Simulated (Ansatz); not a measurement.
FeSi: several calculations on one system

### Relaxation

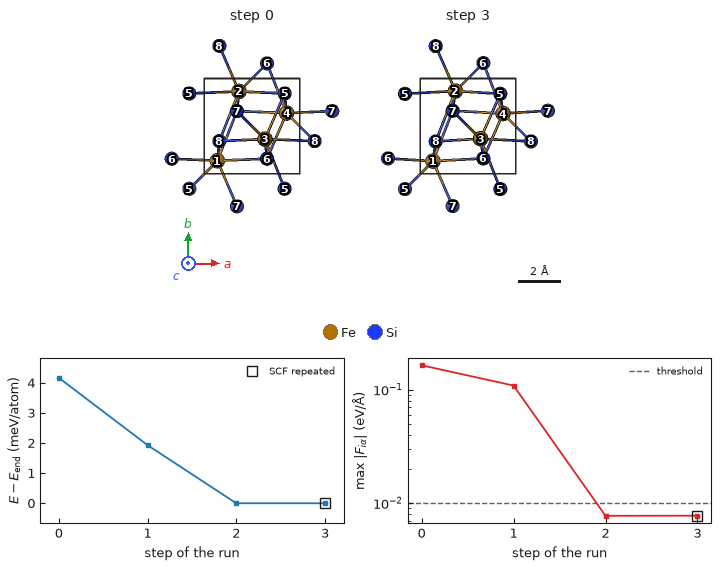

First and last geometry of a relaxation of solid FeSi (set up in P2_13), with the history of the run. A ball-and-stick model of the cell of the calculation, seen along the c axis.

Case: the database's cell, atoms relaxed.

Method: Ansatz, DFT PBE, scalar-relativistic, plane waves, PAW. Settings: plane-wave cutoff 420 eV; k-point mesh 8 × 8 × 8; occupations gaussian; smearing width 0.01 eV; no spin polarisation; atoms relaxed in a fixed cell; force threshold 0.01 eV/Å; at most 40 steps.

Read the history and describe the run.

Answer. It converged. After 2 accepted moves (3 points after the start) the energy has fallen by 4.2 meV per atom. Largest force component: 0.16 eV/Å at the start, 0.0077 eV/Å at the end. 1 step only repeated the SCF at the same geometry. The largest moves, 0.035 Å, are those of Fe1, Fe2, Fe3 and Fe4. Fe1 goes along [−1 −1 −1]. By element the largest moves are Fe 0.035 Å, Si 0.027 Å. The cell doesn't change. Some distances before and after: Fe1–Si6 2.551 → 2.588 Å, Fe1–Si6 (another image) 2.374 → 2.345 Å, Fe1–Si5 2.318 → 2.309 Å. The space group stays P2_13 (No. 198).

```json
{"step": "0", "E − E(0), meV/atom": "0.00", "largest force component, eV/Å": "0.1641", "note": ""}
{"step": "1", "E − E(0), meV/atom": "-2.24", "largest force component, eV/Å": "0.1087", "note": ""}
{"step": "2", "E − E(0), meV/atom": "-4.17", "largest force component, eV/Å": "0.0077", "note": ""}
{"step": "3", "E − E(0), meV/atom": "-4.17", "largest force component, eV/Å": "0.0077", "note": "same geometry, SCF repeated"}
```

### Relaxation

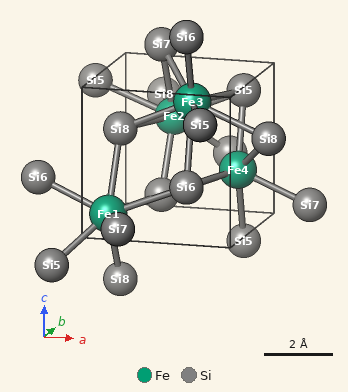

Starting structure of a crystal of FeSi (set up in P2_13) (coarse preliminary run). Style: ball-and-stick. Shown: the cell of the calculation, slightly off an axis.

Level of theory: Ansatz 0.2.0, DFT PBE, scalar-relativistic, plane waves, PAW.

The input:
```yaml
crystal:
  lattice:
    - [4.5507, 0.0, 0.0]
    - [0.0, 4.5507, 0.0]
    - [0.0, 0.0, 4.5507]
  atoms:
    - { symbol: Fe, position: [0.13652, 0.13652, 0.13652], spin: 1.14 }
    - { symbol: Fe, position: [0.36348, 0.86348, 0.63652], spin: 1.14 }
    - { symbol: Fe, position: [0.63652, 0.36348, 0.86348], spin: 1.14 }
    - { symbol: Fe, position: [0.86348, 0.63652, 0.36348], spin: 1.14 }
    - { symbol: Si, position: [0.8424, 0.8424, 0.8424] }
    - { symbol: Si, position: [0.6576, 0.1576, 0.3424] }
    - { symbol: Si, position: [0.3424, 0.6576, 0.1576] }
    - { symbol: Si, position: [0.1576, 0.3424, 0.6576] }
basis:
  ecutwfc: 420
kpoints:
  mp_grid: { grid: [4, 4, 4] }
hamiltonian:
  xc: pbe
scf:
  occupations: { method: gaussian, width: 0.1 }
output:
  forces: true
  stress: true
  eigenvalues: true
  populations: true
magnetization:
  spin_polarized: true
relax:
  adjacent_minimum: "off"
  f_tol: 0.05
  max_steps: 80
  cell: { stress_tol: 0.5 }
```

Launched with:
```bash
ansatz run input.yaml --threads 2 --pin off --max-ram 5120MiB --backend cpu --events-out ev --progress --plain --runs-dir out
```

Q: What does the optimiser find from here?

A: The largest moves relative to the cell, 0.010 Å, are those of Si5, Si6, Si7 and Si8. Si6 goes along [1 1 −1]. Fe stays in place. The drawn cell changes as follows: a = b = c 4.551 → 4.446 Å (−2.3 %); the volume changes by −6.8 %. Among the contacts that change: Fe1–Si6 2.374 → 2.312 Å, Fe1–Si6 (another image) 2.551 → 2.496 Å, Fe1–Si5 2.318 → 2.274 Å. The space group stays P2_13 (No. 198). Over 3 accepted moves (5 points after the start) the energy falls by 37.1 meV per atom. Largest force component: 0.056 eV/Å at the start, 0.016 eV/Å at the end. The pressure goes from −10.37 to 0.22 GPa. The line search rejected the trial step at point 2 of the run. At 1 point the geometry stayed and the basis and grid were re-selected for the new cell (energy shift of 0.2 meV per atom at most each time). The program noted that the starting moments weren't kept.

After the run, drawn alike:

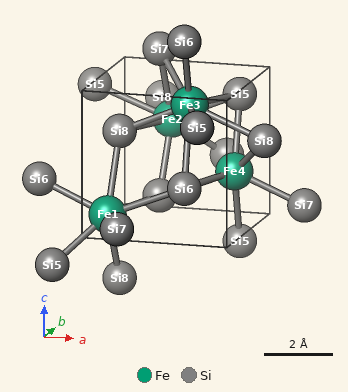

### A change

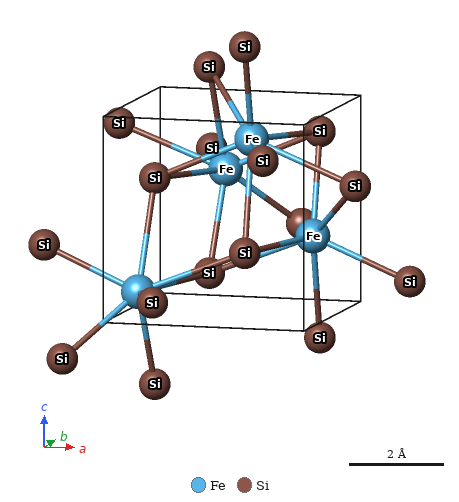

The starting point is crystalline FeSi (set up in P2_13). The picture is a ball-and-stick view of the cell of the calculation, seen slightly off an axis.

These are results of Ansatz, DFT PBE, scalar-relativistic, plane waves, PAW, not measurements. Set-up: plane-wave cutoff 420 eV; k-point mesh 8 × 8 × 8; occupations gaussian; smearing width 0.01 eV; no spin polarisation.

The variant: The volume is changed by +6.0 %. The atoms are relaxed in that cell.

### What is the effect?

Energy change: +24.1 meV per atom. The pressure goes from 0.0 to −11.0 GPa. The drawn cell changes as follows: a = b = c 4.448 → 4.535 Å (+2.0 %); the volume changes by +6.0 %. The largest moves relative to the cell, 0.025 Å, are those of Fe atoms. Largest moves by element: Fe 0.025 Å, Si 0.011 Å. Some distances before and after: Fe–Si 2.502 → 2.574 Å, Fe–Si 2.275 → 2.306 Å, Fe–Si 2.310 → 2.341 Å. The space group stays P2_13 (No. 198).

The changed structure in the same view:

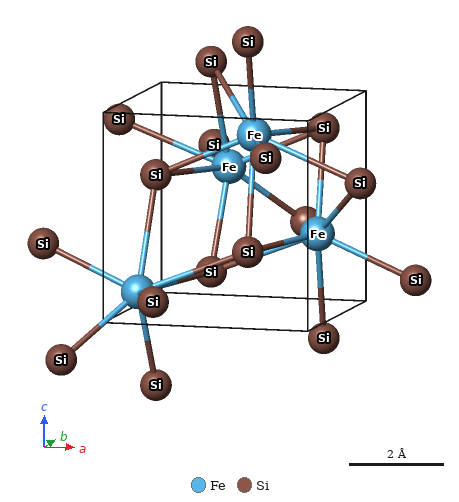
